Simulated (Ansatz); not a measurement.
# G0W0 on several functionals: ZnSe (Stilleite)

Aim: G0W0 for ZnSe (Stilleite) on several starting functionals, at one mesh, band count and screening cutoff.

Calculated with Ansatz 0.2.0; G0W0 on several functionals, plane waves, PAW.

**1. Set-up**

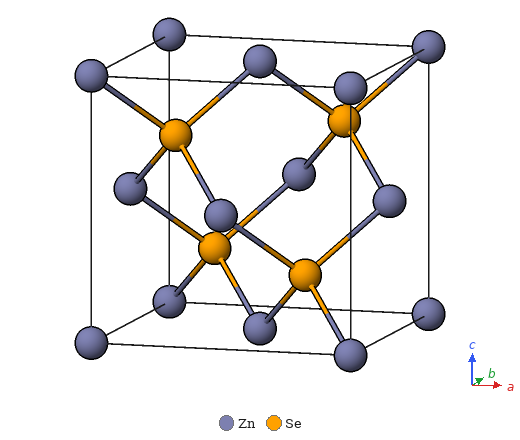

The cell as given, slightly off an axis (zinc blue, selenium orange). This picture shows the conventional cell, with its axes. Bonds to atoms that aren't drawn are left out. Some periodic images of atoms are drawn too.

The cell and positions come from the Crystallography Open Database and are kept as given unless a step says otherwise.

**2. G0W0 on LDA**

G0W0 replaces the xc potential by the self-energy, built once from these orbitals. Only a window of levels is corrected, while the sums run over the empty bands that the input names. This step takes hard PAW files.

This step: G0W0 on LDA, plane waves, PAW.

input.yaml reads:

```yaml
crystal:
  lattice:
    - [0.0, 2.8338, 2.8338]
    - [2.8338, 0.0, 2.8338]
    - [2.8338, 2.8338, 0.0]
  atoms:
    - { symbol: Zn, position: [0.0, 0.0, 0.0] }
    - { symbol: Se, position: [0.25, 0.25, 0.25] }
kpoints:
  mp_grid: { grid: [8, 8, 8] }
hamiltonian:
  xc: lda
  pseudopotentials: { kind: paw, source: ansatz }
scf:
  occupations: { method: fixed }
gw:
  n_empty_bands: 408
  ecut_chi: 250
  qp_bands: [v2, c2]
  qp_kpoints: band_edges
  screening: { model: contour_deformation }
```

Launch:

```bash
$ ansatz run input.yaml --threads 3 --pin off --max-ram 92160MiB --backend cuda --events-out ev --progress --plain --runs-dir out --devices 1 --max-vram 13GiB
```

Numbers of over 12 decimals in the logs are rounded to 6 here.

Output:

```text
GPUs: using 1 of 1 available (devices: 1).
Engine: ansatz 0.2.0, x86_64-unknown-linux-gnu
Pseudopotentials: kind: paw
Pseudopotential: Zn, paw, valence charge 20, recommended cutoff 660 eV (normal), Zn.paw.azcp
Pseudopotential: Se, paw, valence charge 16, recommended cutoff 580 eV (normal), Se.paw.azcp
Functional definition: SPW92
  exchange = slater_x
  correlation = pw_c
device memory: the entry about to start is reckoned to put 0.9 GiB on a device that reports 48.7 GiB free (of which the cap on the GPU budget leaves the run 13.0 GiB)
GPU FFT provider: cuFFT
GPU libraries: cuBLAS 13.8.2, cuFFT 12.4.0, cuSOLVER 12.3.4
Crystal: 2 atoms, lattice volume = 45.513 Å³
Basis set: ecut = 660 eV, 1807 PW (Γ)
Bands: 22, of which v1, the nominal top of the filled ones, is band 18 counted from 1 (17 counted from 0)
Symmetry: 24 space group operations
Space group: F-43m (ITA 216), of the structure as read, at distance tolerance 3.6e-5 Å
k-points: 29 of 512 (time reversal used)
Non-local potential: Zn, projectors of the file, l = 0: 3, l = 1: 3, l = 2: 3, l = 3: 1
Non-local potential: Se, projectors of the file, l = 0: 2, l = 1: 2, l = 2: 3, l = 3: 1
PAW form: soft (Blöchl's): semilocal exchange-correlation on the pseudo side does not see the compensation charge
PAW frozen core: Zn, regenerated for the run's functional, and the local potential with it (the file was generated under x = pbe(κ = 0.804, μ = 0.219515), c = pbe(β = 0.066725))
PAW frozen core: Se, regenerated for the run's functional, and the local potential with it (the file was generated under x = pbe(κ = 0.804, μ = 0.219515), c = pbe(β = 0.066725))
PAW one-centre angular grid: Zn, 590 points (default); XC on 64 Gauss nodes
PAW one-centre angular grid: Se, 590 points (default); XC on 64 Gauss nodes
Initial density: superposition of atomic densities (chi_scale 0.1, normalization cell, long waves kept (reshape's long-wave potential 0.00 eV rms))
Initial wavefunctions: pseudopotential atomic-orbital guess
GPU buffer pool allocated for 46656 grid points (all kernels)
GPU transforms: local potential and band sums: pruned to the plane-wave sphere, on 36×36×36
Functional: x = slater, c = lda
SCF iter   1: F=—  HF=-12796.050017 eV  |F-HF|=—  |Δ(HF+E_count)|=         —  Δρ=9.23e-2  dr2=2.97e0  ethr=3.10e-3  ⟨swp⟩=5.0  Hψ=2385  notcnv=0  defer=48
preconditioner: auto → none  [insulator: Δε(μ)=0.800 eV  Ē_g=13.427 eV  n_scr=14 (ndim 8)  ℏωp=23.4 eV  f_vac=0.131  ε∞_Penn≈4.0]
SCF iter   2: F=—  HF=-12795.394070 eV  |F-HF|=—  |Δ(HF+E_count)|=   6.56e-1  Δρ=6.57e-2  dr2=1.01e0  ethr=3.10e-3  ⟨swp⟩=3.0  Hψ=1573  notcnv=0  defer=51
SCF iter   3: F=—  HF=-12795.003512 eV  |F-HF|=—  |Δ(HF+E_count)|=   3.91e-1  Δρ=1.50e-2  dr2=6.22e-2  ethr=2.81e-3  ⟨swp⟩=2.0  Hψ=1449  notcnv=0  defer=29
SCF iter   4: F=—  HF=-12794.979814 eV  |F-HF|=—  |Δ(HF+E_count)|=   2.37e-2  Δρ=4.39e-3  dr2=4.64e-3  ethr=1.73e-4  ⟨swp⟩=2.0  Hψ=1166  notcnv=0  defer=52
SCF iter   5: F=—  HF=-12794.978371 eV  |F-HF|=—  |Δ(HF+E_count)|=   1.44e-3  Δρ=1.29e-3  dr2=5.46e-4  ethr=1.29e-5  ⟨swp⟩=2.0  Hψ=1194  notcnv=0  defer=53
SCF iter   6: F=—  HF=-12794.978410 eV  |F-HF|=—  |Δ(HF+E_count)|=   3.90e-5  Δρ=4.17e-4  dr2=4.84e-5  ethr=1.52e-6  ⟨swp⟩=2.0  Hψ=1223  notcnv=0  defer=53
SCF iter   7: F=—  HF=-12794.978393 eV  |F-HF|=—  |Δ(HF+E_count)|=   1.70e-5  Δρ=1.30e-4  dr2=4.73e-6  ethr=1.34e-7  ⟨swp⟩=2.3  Hψ=1041  notcnv=0
SCF iter   8: F=-12794.978391 eV  HF=-12794.978391 eV  |F-HF|=2.54e-9  |Δ(HF+E_count)|=   1.45e-6  Δρ=3.65e-6  dr2=3.35e-9  ethr=2.78e-10  ⟨swp⟩=4.3  Hψ=2696  notcnv=0
SCF 1 converged in 8 iterations: F = -12794.978391 eV  dr2 = 3.35e-9
  greatest PAW one-centre occupation: 0.999 electrons in one spin orbital (limit 2), on the Zn atom at site 0 (counted from 0), in its partial waves of l = 0
device memory: the entry about to start is reckoned to put 1.0 GiB (of the 1.1 GiB reckoned in all, the device holds 0.1 GiB already) on a device that reports 46.9 GiB free (of which the cap on the GPU budget leaves the run 12.9 GiB)
NSCF: frozen V_eff on 29 k-points, pencils in batches of 32, up to order 88
the band table was solved once the SCF had ended and its energy, with any forces and stress, was formed, with the checks that follow a solve (2900 applications of the Hamiltonian). They found nothing against the state; the energy, forces and stress were not computed again (output.eigenvalues in the input reference)
device memory: the entry about to start is reckoned to put 6.0 GiB on a device that reports 46.9 GiB free (of which the cap on the GPU budget leaves the run 13.0 GiB)
NSCF: frozen V_eff on 29 k-points
G₀W₀ screening: q 1/29
[... further progress lines ...]
SCF converged after 8 iterations
Free energy (F): -12794.978391 eV
Harris-Foulkes:  -12794.978391 eV  (|F-HF|=2.54e-9)
Internal energy: -12794.978391 eV  (E = F + TS)
E sigma→0 (E₀):  -12794.978391 eV
Fermi energy:    7.823866 eV
--- Per-component energies (eV) ---
  E_band       = -1016.301196
  E_kinetic    = 721.266120
  E_local      = -9755.662848  (includes V_loc(G=0)·N_el)
  E_nonlocal   = 311.799646
  E_hartree    = 3824.207607
  E_xc         = -299.645921
  E_vxc        = -297.870836  (∫ρ·V_xc dr)
  E_paw        = -3126.846500  (= ΣΔE_a)
  E_vpaw       = 355.754398  (= ΣTr[D̂ρ^β])
  E_aug_tail   = -0.000080  (compensation charges beyond the density's cutoff)
  E_ewald      = -4472.778139
  E_core_change = 2.681723  (= ΣΔE_core)
  E_smearing   = -0.000000  (= −TS)
  E_closure    = -0.000000  (closes the sum)
  Σ components = -12794.978391   (vs F -12794.978391, Δ=0.00e0)
--- Band table (eV; the first three rows and the last of 29) ---
  k-point 0: bands = [... 14 lower, 1.5323, 7.8239, 7.8239, 7.8239, 8.8559, 13.5408, 13.5408, 13.5408]
  k-point 1: bands = [... 14 lower, 1.5309, 6.4409, 7.6704, 7.6704, 9.9038, 13.4508, 13.7950, 13.7950]
  k-point 2: bands = [... 14 lower, 1.5323, 4.7076, 7.3436, 7.3436, 10.3824, 14.1738, 14.1738, 14.2257]
  k-point 28: bands = [... 14 lower, 1.8329, 3.0777, 5.0264, 5.1300, 13.1704, 13.2685, 14.6332, 15.3899]
--- G₀W₀: contour deformation, 8 samples at zero and on the imaginary axis and 3 off it, 512 q-points, 408 empty bands' worth ---
  eigenvalues of the whole cell's RPA ε∞ on this k-mesh (on a slab, of 1 + 4πα/V) = 8.5151, 8.5151, 8.5151; static W/v taken at q = 0 is 0.117439
  bands read: the sum over 426 bands ends inside a degenerate multiplet in 5 slots, whose members it reads at an even weight; the widest, k=1: bands 426 to 427 (counted from 1) at 1/2 each
  gw.qp_kpoints: band_edges: 14 of 29 stored k-points solved, in 1 pass; an edge of the gap read off the rows below is read off those points alone
    valence top: of the k-points left out ik 10 came nearest to being solved in a further pass, in band 18 (counted from 1, as in the quasiparticle table): it holds the edge there only if its correction is more favourable than any solved in that band by at least 0.530 eV; those differ by 0.048 eV
    conduction bottom: of the k-points left out ik 18 came nearest to being solved in a further pass, in band 19 (counted from 1, as in the quasiparticle table): it holds the edge there only if its correction is more favourable than any solved in that band by at least 1.932 eV; those differ by 0.220 eV
    ik  band        ε_KS         Σx   Σc(E_QP)       V_xc       Z   E_QP_lin       E_QP  E_QP is
     0    17      7.8239   -21.6116     1.7890   -19.1046  0.7631     7.0869     7.1059  root
     0    18      7.8239   -21.6116     1.7890   -19.1046  0.7631     7.0869     7.1059  root
     0    19      8.8559   -10.0848    -3.8323   -14.3906  0.7932     9.3346     9.3294  root
     0    20     13.5408    -7.0375    -4.5956   -12.0972  0.7711    14.0115    14.0048  root
     1    17      7.6704   -21.3407     1.8252   -18.7926  0.7622     6.9280     6.9475  root
     1    18      7.6704   -21.3407     1.8252   -18.7926  0.7622     6.9280     6.9475  root
     1    19      9.9038   -10.8732    -3.7442   -14.9974  0.7853    10.2872    10.2839  root
     1    20     13.4508    -7.4323    -4.5708   -12.4367  0.7707    13.8902    13.8844  root
     2    17      7.3436   -20.8184     1.9045   -18.1790  0.7599     6.5876     6.6088  root
     2    18      7.3436   -20.8184     1.9045   -18.1790  0.7599     6.5876     6.6088  root
     2    19     10.3824    -9.2709    -4.1484   -13.8979  0.7860    10.8669    10.8609  root
     2    20     14.1738    -7.2616    -4.7522   -12.4675  0.7614    14.6345    14.6274  root
     3    17      7.0598   -20.3734     1.9649   -17.6631  0.7577     6.2919     6.3145  root
     3    18      7.0598   -20.3734     1.9649   -17.6631  0.7577     6.2919     6.3145  root
     3    19     10.2631    -9.0010    -4.1185   -13.6098  0.7884    10.7596    10.7533  root
     3    20     14.1908    -7.2255    -4.6516   -12.3078  0.7633    14.6276    14.6215  root
     4    17      6.9514   -20.1958     1.9848   -17.4618  0.7569     6.1791     6.2022  root
     4    18      6.9514   -20.1958     1.9848   -17.4618  0.7569     6.1791     6.2022  root
     4    19     10.1787    -9.0521    -4.0829   -13.6236  0.7891    10.6735    10.6673  root
     4    20     14.1234    -7.2151    -4.5879   -12.2243  0.7652    14.5505    14.5445  root
     5    17      7.3946   -20.9031     1.8897   -18.2859  0.7603     6.6466     6.6671  root
     5    18      7.3946   -20.9031     1.8897   -18.2859  0.7603     6.6466     6.6671  root
     5    19     10.3643   -11.4827    -3.7717   -15.6115  0.7806    10.7243    10.7213  root
     5    20     12.7615    -6.8061    -4.4268   -11.6740  0.7793    13.2085    13.2026  root
[...]
23    17      5.3763   -19.3202     2.5111   -16.0704  0.7368     4.6102     4.6376  root
    23    18      6.3467   -19.3752     2.1352   -16.4848  0.7512     5.5662     5.5915  root
    23    19     11.9090    -9.6471    -4.4872   -14.6304  0.7721    12.4129    12.4050  root
    23    20     13.2353    -6.8782    -4.2993   -11.5046  0.7750    13.5655    13.5623  root
    28    17      5.0264   -20.2214     2.9578   -16.4694  0.7293     4.1963     4.2323  root
    28    18      5.1300   -16.6568     2.2507   -13.6780  0.7352     4.3747     4.4019  root
    28    19     13.1704    -8.1477    -4.1862   -12.6100  0.7704    13.4488    13.4465  root
    28    20     13.2685   -10.2008    -5.1132   -15.8695  0.7457    13.8373    13.8239  root
```

The job ended after 3.1 min (1 × NVIDIA H100 80GB HBM3 (shared by 6 runs) with 3 threads of AMD EPYC 7R13 (Zen 3), shared host; peak memory 2.7 GiB).

In the SCF lines HF is the Harris–Foulkes energy and dr2 the Hartree energy of the density residual, in eV; the loop may stop once dr2 is under the threshold and the program's other checks hold. Hψ counts applications of the Hamiltonian.

Numbers from this step:

* bands summed: 426
* RPA ε∞ on this mesh (eigenvalues): 8.515, 8.515, 8.515
* plane waves in the screening matrix: 411
* q-points in the mesh: 512
* G0W0 gap on the mesh: 2.223 eV
* k of the valence top: 0, 0, 0
* k of the conduction bottom: 0, 0, 0
* starting gap on the mesh: 1.032 eV
* Z at the valence top: 0.7631
* Z at the conduction bottom: 0.7932
* least direct G0W0 gap on the computed points: 2.223 eV

The gap on the mesh goes from 1.03 eV to 2.22 eV, a correction of +1.19 eV. Between the two edge states, bare exchange in place of the xc potential would open the gap by 6.81 eV, and correlation takes back 5.62 eV.

**3. G0W0 on PBE**

One-shot GW remembers its start. Another functional's orbitals and levels show by how much.

This step: G0W0 on PBE, plane waves, PAW.

input.yaml: that of step 2 with these lines changed.

```diff
@@ -11,3 +11,3 @@
 hamiltonian:
-  xc: lda
+  xc: pbe
   pseudopotentials: { kind: paw, source: ansatz }
```

Output:

```text
GPUs: using 1 of 1 available (devices: 1).
[...]
GPU FFT provider: cuFFT
GPU libraries: cuBLAS 13.8.2, cuFFT 12.4.0, cuSOLVER 12.3.4
Crystal: 2 atoms, lattice volume = 45.513 Å³
Basis set: ecut = 660 eV, 1807 PW (Γ)
Bands: 22, of which v1, the nominal top of the filled ones, is band 18 counted from 1 (17 counted from 0)
Symmetry: 24 space group operations
[...]
k-points: 29 of 512 (time reversal used)
[...]
GPU buffer pool allocated for 46656 grid points (all kernels)
[...]
SCF iter   1: F=—  HF=-12954.797319 eV  |F-HF|=—  |Δ(HF+E_count)|=         —  Δρ=9.96e-2  dr2=3.20e0  ethr=3.10e-3  ⟨swp⟩=5.0  Hψ=2383  notcnv=0  defer=49
[...]
SCF iter   8: F=-12953.680224 eV  HF=-12953.680224 eV  |F-HF|=4.09e-9  |Δ(HF+E_count)|=   1.18e-6  Δρ=3.27e-6  dr2=3.14e-9  ethr=2.78e-10  ⟨swp⟩=4.6  Hψ=2665  notcnv=0
SCF 1 converged in 8 iterations: F = -12953.680224 eV  dr2 = 3.14e-9
[...]
NSCF: frozen V_eff on 29 k-points, pencils in batches of 32, up to order 88
[...]
NSCF: frozen V_eff on 29 k-points
G₀W₀ screening: q 1/29
[... further progress lines ...]
SCF converged after 8 iterations
Free energy (F): -12953.680224 eV
[...]
Internal energy: -12953.680224 eV  (E = F + TS)
E sigma→0 (E₀):  -12953.680224 eV
Fermi energy:    8.145973 eV
[...]
--- Band table (eV; the first three rows and the last of 29) ---
  k-point 0: bands = [... 14 lower, 1.9778, 8.1460, 8.1460, 8.1460, 9.4361, 13.9578, 13.9578, 13.9578]
  k-point 1: bands = [... 14 lower, 1.9765, 6.8304, 7.9943, 7.9943, 10.4214, 13.8975, 14.2115, 14.2115]
  k-point 2: bands = [... 14 lower, 1.9780, 5.1033, 7.6699, 7.6699, 10.8961, 14.5895, 14.5895, 14.7124]
  k-point 28: bands = [... 14 lower, 2.2781, 3.4651, 5.3869, 5.4867, 13.6284, 13.7012, 15.1177, 15.8594]
[...]
0    17      8.1460   -21.7510     1.8971   -18.8897  0.7697     7.1588     7.1818  root
     0    18      8.1460   -21.7510     1.8971   -18.8897  0.7697     7.1588     7.1818  root
     0    19      9.4361    -9.9031    -3.8040   -13.7977  0.7998     9.5268     9.5267  root
     0    20     13.9578    -6.9956    -4.4671   -11.6586  0.7790    14.1545    14.1537  root
     1    17      7.9943   -21.4804     1.9310   -18.5782  0.7688     6.9990     7.0230  root
     1    18      7.9943   -21.4804     1.9310   -18.5782  0.7688     6.9990     7.0230  root
     1    19     10.4214   -10.6056    -3.7434   -14.4079  0.7924    10.4803    10.4803  root
     1    20     13.8975    -7.3839    -4.4412   -11.9728  0.7784    14.0455    14.0451  root
[...]
28    17      5.3869   -20.4351     3.0606   -16.3074  0.7377     4.2711     4.3199  root
    28    18      5.4867   -16.7701     2.3424   -13.4175  0.7436     4.4364     4.4766  root
    28    19     13.6284    -8.0722    -4.0633   -12.1185  0.7790    13.6115    13.6115  root
    28    20     13.7012   -10.0850    -4.9701   -15.3698  0.7557    14.0187    14.0160  root
```

Run time: 2.2 min. Hardware: 1 × NVIDIA H100 80GB HBM3 (shared by 6 runs) with 3 threads; peak memory 2.7 GiB.

Numbers from this step:

```
bands summed                                 : 426
RPA ε∞ on this mesh (eigenvalues)            : 7.378, 7.378, 7.378
plane waves in the screening matrix          : 411
q-points in the mesh                         : 512
G0W0 gap on the mesh                         : 2.345 eV
k of the valence top                         : 0, 0, 0
k of the conduction bottom                   : 0, 0, 0
starting gap on the mesh                     : 1.290 eV
Z at the valence top                         : 0.7697
Z at the conduction bottom                   : 0.7998
least direct G0W0 gap on the computed points : 2.345 eV
```

Against the run with 8×8×8 mesh, 408 empty bands, screening to 250 eV, hard PAW files on LDA, the gap moves by +0.12 eV, while the start moved by +0.26 eV.

(Continued in part 2 of 2.)

[Paths, hosts, dates, memory and timing lines, banners, echoed tables and standing remarks are left out of the program output.]

[Logs are printed without paths, hosts, clocks, repeated set-up lines and the standing remarks that a program may print on its own settings, such as how far it seeks lower states.]

[Runs of the session that timed out or met a known fault of the program may be left out.]

[Cells called generated may have been cut or substituted from an entry of the Crystallography Open Database or the Materials Project.]

[Hosts, paths, dates, database ids (printed as entryN), source tags and the programs' standing remarks are cut or masked in the printed files.]
